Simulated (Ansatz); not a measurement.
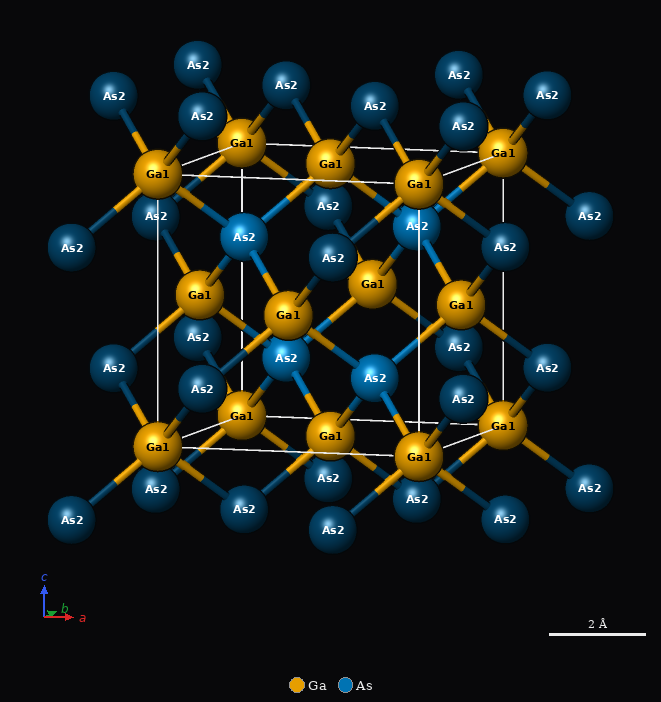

Figure 1. The structure as given in the input (ball-and-stick view of the cell 4 times as large as that of the calculation, set on its symmetry axes, seen slightly off an axis; neighbours outside the cell are drawn fainter; atoms are numbered from 1 in the order of the input). Near neighbours in the crystal (not all of them lie inside the picture): Ga has 4 As at 2.49 Å; As has 4 Ga at 2.49 Å.

**GaAs: single-point calculation**

System: GaAs (F-43m, 2 atoms in the cell).
Method: DFT PBE, spin-orbit coupling, plane waves, PAW (Ansatz 0.2.0).

It belongs to a series of runs on one base structure; here: volume × 1.000 of the coarse rest volume. Figures and captions count atoms from 1; the log counts them from 0 in places.

### The input
```yaml
crystal:
  lattice:
    - [0.0, 2.8718, 2.8718]
    - [2.8718, 0.0, 2.8718]
    - [2.8718, 2.8718, 0.0]
  atoms:
    - { symbol: Ga, position: [0.0, 0.0, 0.0] }
    - { symbol: As, position: [0.25, 0.25, 0.25] }
basis:
  ecutwfc: 420
kpoints:
  mp_grid: { grid: [12, 12, 12] }
hamiltonian:
  xc: pbe
scf:
  occupations: { method: fermi_dirac, width: 0.15 }
output:
  forces: true
  stress: true
  eigenvalues: true
  write_density: true
  write_potential: true
  elf: true
  volumetric_format: npy
magnetization:
  noncollinear: true
  spin_orbit: true
```

Hardware: 1 thread of Intel Xeon @ 2.30GHz, 28 GiB of memory available, shared host.

Run as:
```bash
ansatz run input.yaml --threads 1 --pin off --max-ram 4096MiB --backend cpu --events-out ev --progress --plain --runs-dir out
```

### Log
```
Engine: ansatz 0.2.0, x86_64-unknown-linux-gnu
Pseudopotentials: kind: paw_fr
Pseudopotential: Ga, paw_fr, valence charge 13, recommended cutoff 420 eV (normal), Ga.paw.azcp#standard-fr
Pseudopotential: As, paw_fr, valence charge 15, recommended cutoff 420 eV (normal), As.paw.azcp#standard-fr
Functional definition: PBE
  parameter kappa = 0.804
  parameter beta = 0.06672455060314922
  exchange = pbe_x(kappa = kappa, mu = beta*pi^2/3)
  correlation = pbe_c(beta = beta)
non-collinear run that drives no moment, with spin-orbit: no starting moment large enough to seed its density (crystal.atoms[].spin), no starting occupations that ask for one, no magnetisation constraint and no magnetic field, so the semilocal B_xc is pinned to zero
Crystal: 2 atoms, lattice volume = 47.369 Å³
Basis set: ecut = 420 eV, 941 PW (Γ), exchange–correlation on 60×60×60 points (8 copies of the dense FFT grid, shifted against one another)
Bands: 36, of which v1, the nominal top of the filled ones, is band 28 counted from 1 (27 counted from 0)
Symmetry: 24 space group operations + 24 with time reversal
Magnetic group: BNS 216.75 (UNI 1577), of the structure as read, at distance tolerance 3.6e-5 Å
k-points: 72 of 1728 (time reversal used)
Projection manifold: j_resolved (fully-relativistic pseudo-atomic orbitals)
Non-local potential: Ga, projectors of the file, l = 0: 2, l = 1: 4, l = 2: 6, l = 3: 2
Non-local potential: As, projectors of the file, l = 0: 2, l = 1: 4, l = 2: 6, l = 3: 2
PAW form: soft (Blöchl's): semilocal exchange-correlation on the pseudo side does not see the compensation charge
PAW one-centre angular grid: Ga, 590 points (default); XC on 64 Gauss nodes
PAW one-centre angular grid: As, 590 points (default); XC on 64 Gauss nodes
Initial density: superposition of atomic densities (chi_scale 0.1, normalization cell, long waves kept (reshape's long-wave potential 0.00 eV rms))
Initial wavefunctions: pseudopotential atomic-orbital guess
Functional: x = pbe(κ = 0.804, μ = 0.2195149727645171), c = pbe(β = 0.06672455060314922)
SCF iter   1: F=—  HF=-8640.135516 eV  |F-HF|=—  |Δ(HF+E_count)|=         —  Δρ=3.71e-2  dr2=3.98e-1  dr2_m=0.00e0 (ungated)  ethr=3.10e-3  |M|=0.00e0 ∫|m|=0.00e0 μB  |m|>n=0.0e0 m-floor=0.0e0 τ_xc=0.0e0  β_m=0.30  ⟨swp⟩=7.2  Hψ=12049  notcnv=0
preconditioner: auto → none  [insulator: Δε(μ)=0.768 eV  Ē_g=15.537 eV  σ=0.150 eV  W_gap=0.84  n_scr=14 (ndim 8)  ℏωp=22.9 eV  f_vac=0.005  D(μ)=0.02/eV (n_scr^D=0)  ε∞_Penn≈3.2]
SCF iter   2: F=—  HF=-8640.094180 eV  |F-HF|=—  |Δ(HF+E_count)|=   4.13e-2  Δρ=2.42e-2  dr2=1.73e-1  dr2_m=0.00e0 (ungated)  ethr=1.42e-3  |M|=0.00e0 ∫|m|=0.00e0 μB  |m|>n=0.0e0 m-floor=0.0e0 τ_xc=0.0e0  β_m=0.58  ⟨swp⟩=1.8  Hψ=3465  notcnv=0  defer=16
SCF iter   3: F=—  HF=-8640.075505 eV  |F-HF|=—  |Δ(HF+E_count)|=   1.87e-2  Δρ=5.50e-3  dr2=8.51e-3  dr2_m=0.00e0 (ungated)  ethr=6.17e-4  |M|=0.00e0 ∫|m|=0.00e0 μB  |m|>n=0.0e0 m-floor=0.0e0 τ_xc=0.0e0  β_m=0.48  ⟨swp⟩=3.0  Hψ=4345  notcnv=0  defer=16
SCF iter   4: F=—  HF=-8640.069039 eV  |F-HF|=—  |Δ(HF+E_count)|=   6.47e-3  Δρ=1.06e-3  dr2=1.91e-4  dr2_m=0.00e0 (ungated)  ethr=3.04e-5  |M|=0.00e0 ∫|m|=0.00e0 μB  |m|>n=0.0e0 m-floor=0.0e0 τ_xc=0.0e0  β_m=0.63  ⟨swp⟩=2.0  Hψ=3848  notcnv=0  defer=16
SCF iter   5: F=—  HF=-8640.069091 eV  |F-HF|=—  |Δ(HF+E_count)|=   5.16e-5  Δρ=2.81e-4  dr2=2.38e-5  dr2_m=0.00e0 (ungated)  ethr=6.81e-7  |M|=0.00e0 ∫|m|=0.00e0 μB  |m|>n=0.0e0 m-floor=0.0e0 τ_xc=0.0e0  β_m=0.62  ⟨swp⟩=2.0  Hψ=4534  notcnv=0  defer=16
SCF iter   6: F=—  HF=-8640.069096 eV  |F-HF|=—  |Δ(HF+E_count)|=   4.49e-6  Δρ=8.78e-5  dr2=2.98e-6  dr2_m=0.00e0 (ungated)  ethr=8.49e-8  |M|=0.00e0 ∫|m|=0.00e0 μB  |m|>n=0.0e0 m-floor=0.0e0 τ_xc=0.0e0  β_m=0.63  ⟨swp⟩=2.0  Hψ=4602  notcnv=0  defer=22
SCF iter   7: F=—  HF=-8640.069096 eV  |F-HF|=—  |Δ(HF+E_count)|=   1.04e-7  Δρ=1.90e-5  dr2=1.06e-7  dr2_m=0.00e0 (ungated)  ethr=1.07e-8  |M|=0.00e0 ∫|m|=0.00e0 μB  |m|>n=0.0e0 m-floor=0.0e0 τ_xc=0.0e0  β_m=0.75  ⟨swp⟩=2.1  Hψ=4000  notcnv=0  defer=24
SCF iter   8: F=-8640.069096 eV  HF=-8640.069096 eV  |F-HF|=9.42e-10  |Δ(HF+E_count)|=   1.23e-7  Δρ=2.21e-6  dr2=1.81e-9  dr2_m=0.00e0 (ungated)  ethr=3.57e-10  |M|=0.00e0 ∫|m|=0.00e0 μB  |m|>n=0.0e0 m-floor=0.0e0 τ_xc=0.0e0  ⟨swp⟩=10.0  Hψ=16914  notcnv=0
SCF 1 converged in 8 iterations: F = -8640.069096 eV  dr2 = 1.81e-9
  greatest PAW one-centre occupation: 0.999 electrons in one spin orbital (limit 2), on the As atom at site 1 (counted from 0), in its partial waves of l = 2
```

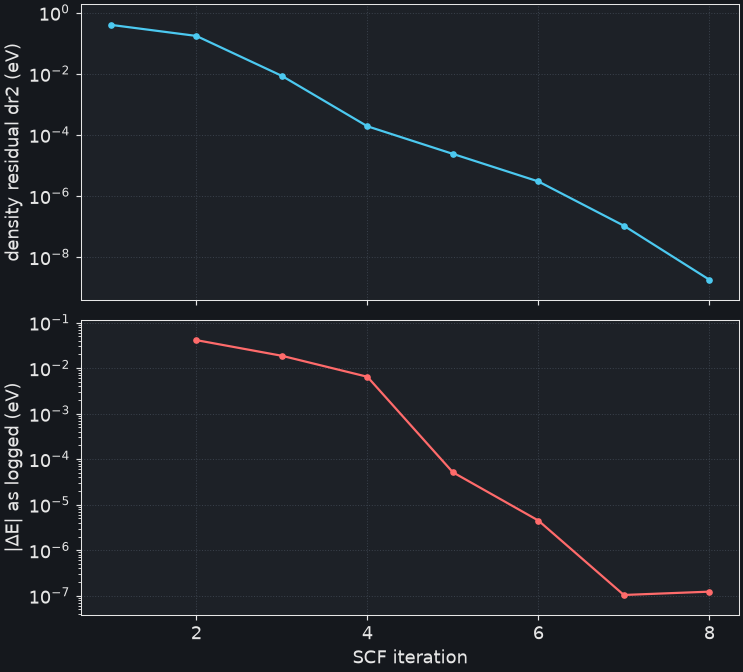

Figure 2. Convergence of the self-consistent field: density residual dr2 and size of the energy change against the SCF iteration. The residual falls at every step.

```
SCF converged after 8 iterations
Magnetization: |M| = 0.0000 μB,  M = (+0.0000, +0.0000, +0.0000) μB
Absolute magnetization: 0.0000 μB (∫|m|)
  site 0: m = (+0.0000, +0.0000, +0.0000) μB, |m| = 0.0000 μB  (R = 1.03 Å)
  site 1: m = (+0.0000, +0.0000, +0.0000) μB, |m| = 0.0000 μB  (R = 1.03 Å)
Free energy (F): -8640.069096 eV
Harris-Foulkes:  -8640.069096 eV  (|F-HF|=9.42e-10)
Internal energy: -8640.066826 eV  (E = F + TS)
E sigma→0 (E₀):  -8640.067961 eV
Entropy (-TS):   -0.002270 eV (-1.135 meV/atom)
Fermi energy:    7.988286 eV
--- Per-component energies (eV) ---
  E_band       = -327.067179
  E_kinetic    = 218.261800
  E_local      = -3984.057720  (includes V_loc(G=0)·N_el)
  E_nonlocal   = -245.373445
  E_hartree    = 2000.492696
  E_xc         = -147.874577
  E_vxc        = -136.670317  (∫ρ·V_xc dr)
  E_paw        = -3825.028722  (= ΣΔE_a)
  E_vpaw       = -180.211430  (= ΣTr[D̂ρ^β])
  E_aug_tail   = -0.000110  (compensation charges beyond the density's cutoff)
  E_ewald      = -2656.486748
  E_smearing   = -0.002270  (= −TS)
  E_closure    = -0.000000  (closes the sum)
  Σ components = -8640.069096   (vs F -8640.069096, Δ=0.00e0)
--- Forces (eV/Å), atoms counted from 1 ---
  atom   1  Ga     0.00000000     0.00000000     0.00000000
  atom   2  As    -0.00000000     0.00000000     0.00000000
  max |Σ_I F_I| component: 2.04e-16 eV/Å
--- Stress (GPa, compression-positive) ---
        0.091614       0.000000       0.000000
        0.000000       0.091614       0.000000
       -0.000000       0.000000       0.091614
  P = ⅓ Tr σ = 0.0916 GPa (0.916 kbar)
--- Band table (eV; the first three rows and the last of 72) ---
  k-point 0: bands = ["-27.9604", "-27.9604", "-27.9604", "-27.9604", "-27.2368", "-27.2368", "-27.2317", "-27.2317", "-27.2317", "-27.2317", "-7.3964", "-7.3964", "-7.3964", "-7.3964", "-6.9668", "-6.9668", "-6.9213", "-6.9213", "-6.9213", "-6.9213", "-4.8429", "-4.8429", "7.3323", "7.3323", "7.6608", "7.6608", "7.6608", "7.6608", "7.7225", "7.7225", "11.1560", "11.1560", "11.3396", "11.3396", "11.3396", "11.3396"]
  k-point 1: bands = ["-27.9604", "-27.9604", "-27.9604", "-27.9604", "-27.2367", "-27.2367", "-27.2317", "-27.2317", "-27.2317", "-27.2317", "-7.3976", "-7.3976", "-7.3975", "-7.3947", "-6.9676", "-6.9676", "-6.9231", "-6.9231", "-6.9218", "-6.9187", "-4.7666", "-4.7666", "6.2636", "6.2636", "7.3411", "7.3411", "7.5535", "7.5554", "8.6737", "8.6737", "11.3251", "11.3251", "11.4547", "11.4547", "11.4987", "11.4998"]
  k-point 2: bands = ["-27.9604", "-27.9604", "-27.9603", "-27.9603", "-27.2366", "-27.2366", "-27.2318", "-27.2318", "-27.2316", "-27.2315", "-7.4008", "-7.4008", "-7.3978", "-7.3928", "-6.9698", "-6.9698", "-6.9275", "-6.9275", "-6.9201", "-6.9146", "-4.5443", "-4.5443", "4.8494", "4.8494", "7.0925", "7.0925", "7.3016", "7.3046", "8.9958", "8.9958", "11.7308", "11.7308", "11.8582", "11.8598", "12.0977", "12.0977"]
  k-point 71: bands = ["-27.9601", "-27.9600", "-27.9599", "-27.9599", "-27.2361", "-27.2359", "-27.2314", "-27.2313", "-27.2313", "-27.2312", "-7.4494", "-7.4106", "-7.3789", "-7.3726", "-7.0242", "-6.9467", "-6.9325", "-6.9234", "-6.9097", "-6.9070", "-2.4981", "-2.4972", "1.0990", "1.1524", "4.1721", "4.2940", "4.4162", "4.4533", "11.8560", "12.0321", "12.2505", "12.2691", "12.7645", "12.8659", "13.5805", "13.5843"]
```

### Results in brief

| quantity | value |
| --- | --- |
| outcome | converged |
| space group (tolerance 0.01 Å) | F-43m (216) |
| electrons treated | 28 |
| free energy | −8640.0691 eV |
| Fermi energy | 7.988 eV |
| gap on the k-point mesh | none (metallic) |
| net moment of the cell | 0.00 μB |
| integrated absolute moment | 0.00 μB |
| pressure | 0.09 GPa |
| largest force (length of the vector) | under 0.001 eV/Å |
| wall time | 27 s |
| peak memory | 0.63 GiB |
